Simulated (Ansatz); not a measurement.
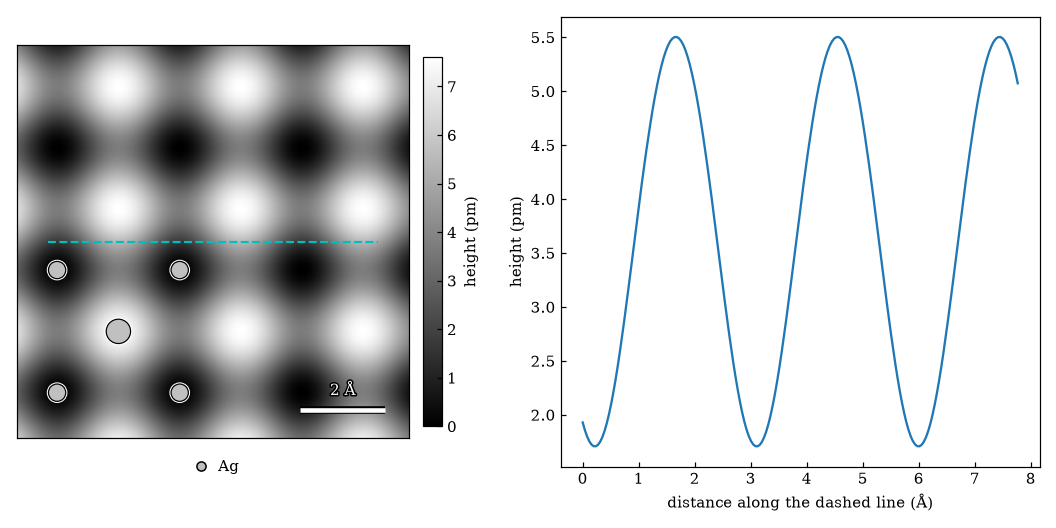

Constant-current image at a set point of 5.4 × 10⁻⁴ e/Å³ of Ag(100) (Fm-3m bulk, 6 atomic planes (those closer than 0.6 Å count as one), 10 Å), sample bias +1.00 V. The atoms seen from above are drawn over one corner (deeper ones smaller). The right panel is the profile along the dashed line.

Model: Tersoff–Hamann, s-wave tip, no tip–sample forces. Bias windows are sharp sums over the levels of the k mesh.

These are results of DFT PBEsol, scalar-relativistic, plane waves, PAW in Ansatz 0.2.0, not measurements. Cutoff 420 eV, 17 × 17 k-points, Gaussian smearing 0.1 eV, dipole correction. The slab is a cut without reconstruction beyond its cell, at the source's lattice constants, with its lower half held fixed and the rest relaxed. No spin polarisation. The run couldn't confirm all of its levels under its output density. The run warns that the functional's potential is rough in the thin density of the vacuum, where the tip is; weak contrasts and barriers may feel it.

The calculation's input:

```yaml
crystal:
  lattice:
    - [2.88937973, 0.0, 0.0]
    - [0.0, 2.88937973, 0.0]
    - [0.0, 0.0, 27.2155002141]
  atoms:
    - { symbol: Ag, position: [0.5, 0.5, 0.3123220199] }
    - { symbol: Ag, position: [0.0, 0.0, 0.3873932161] }
    - { symbol: Ag, position: [0.5, 0.5, 0.4624644019] }
    - { symbol: Ag, position: [0.0, 0.0, 0.5365871681] }
    - { symbol: Ag, position: [0.5, 0.5, 0.6105870216] }
    - { symbol: Ag, position: [0.0, 0.0, 0.6825436834] }
basis:
  ecutwfc: 420.0
  fft_grid_basis: typed
kpoints:
  mp_grid: { grid: [17, 17, 1] }
hamiltonian:
  xc: pbesol
  pseudopotentials: { kind: paw }
scf:
  occupations: { method: gaussian, width: 0.1 }
output:
  forces: true
  eigenvalues: true
  band_densities:
    - { e_range: [-2.0, -1.0] }
    - { e_range: [-1.0, -0.5] }
    - { e_range: [-0.5, -0.25] }
    - { e_range: [-0.25, 0.0] }
    - { e_range: [0.0, 0.25] }
    - { e_range: [0.25, 0.5] }
    - { e_range: [0.5, 1.0] }
    - { e_range: [1.0, 1.5] }
  band_residual_tolerance: 1.0e-05
  write_potential: true
  elf: true
  write_density: true
  volumetric_format: npy
efield:
  axis: 3
  dipole_correction: true
  ramp_width: 0.04
checkpoint:
  read: start.run
  write: ck
  compress: false
  write_wavefunctions: false
  write_every: 100000
```

Launched as:

```sh
ansatz run input.yaml --threads 1 --pin off --max-ram 2211MiB --backend cpu --events-out ev --progress --plain --runs-dir out
```

Run time of this step alone (it restarts from the relaxed density): 84 s on 1 thread of Arm Neoverse V2 (shared host), peak memory 0.7 GiB.

### What lies under the maxima and minima of this image?

The brightest spots lie over the top Ag atoms; the darkest points are over the sites above the Ag atoms 2.0 Å below the top plane. The corrugation is 8 pm at a mean tip height of 3.0 Å. So weak a contrast (8 pm) depends on the k-mesh and on the tip.
